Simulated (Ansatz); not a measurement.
Input

```
crystal:
  lattice:
    - [-1.4002397442, 1.4002397442, 1.4002397442]
    - [1.4002397442, -1.4002397442, 1.4002397442]
    - [1.4002397442, 1.4002397442, -1.4002397442]
  atoms:
    - { symbol: Ni, position: [0.0, 0.0, 0.0], spin: 0.64 }
basis:
  ecutwfc: 500
kpoints:
  mp_grid: { grid: [22, 22, 22] }
  band_path:
    path:
      - [0.0, 0.0, 0.0]
      - [0.5, -0.5, 0.5]
      - [0.0, 0.0, 0.5]
      - [0.25, 0.25, 0.25]
    npoints: 1
hamiltonian:
  xc: r2scan
scf:
  occupations: { method: gaussian, width: 0.1 }
  n_extra_bands: 4
output:
  forces: true
  stress: true
  eigenvalues: true
  populations: true
  write_density: true
  write_potential: true
  elf: true
  volumetric_format: npy
magnetization:
  spin_polarized: true
```

Launched as:

```sh
ansatz run input.yaml --threads 1 --pin off --max-ram 2560MiB --backend cpu --events-out ev --progress --plain --runs-dir out
```

Below, planes, directions and counts refer to the conventional cell (a = 2.80 Å, b = 2.80 Å, c = 2.80 Å, α = 90.00°, β = 90.00°, γ = 90.00°).

Space group Im-3m; a generated structure, not necessarily the stable one; computed pressure about −7 GPa in this cell; spin-polarised.

Level of theory: DFT r2SCAN, scalar-relativistic, plane waves, PAW in Ansatz.

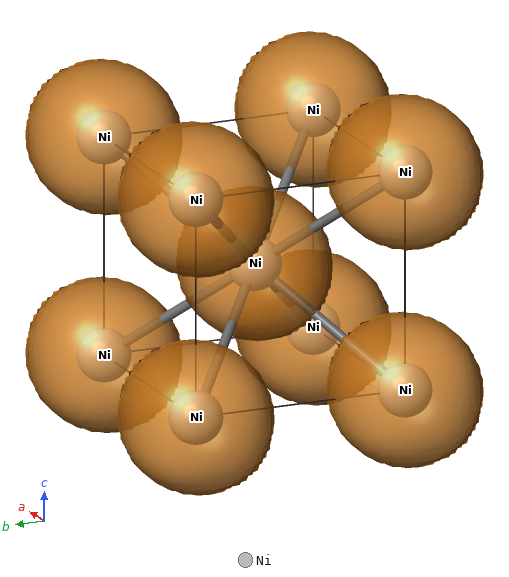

Ni. Isosurface of the valence pseudo-density at 0.5 e/Å³ (orange), seen at an oblique angle. Sticks mark near contacts.

In a PAW calculation such maps are meaningful between the atoms, not at the nuclei.

How is the density connected at this value?

At this value the density breaks into separate islands; it holds about 85 % of the electrons treated as valence (semicore included). It bridges none of the near contacts. It is pinched off along the shortest Ni–Ni (2.43 Å) contacts. On the grid the lowest density along these lines, outside the cores, is 0.34 e/Å³ (Ni–Ni, 2.43 Å).
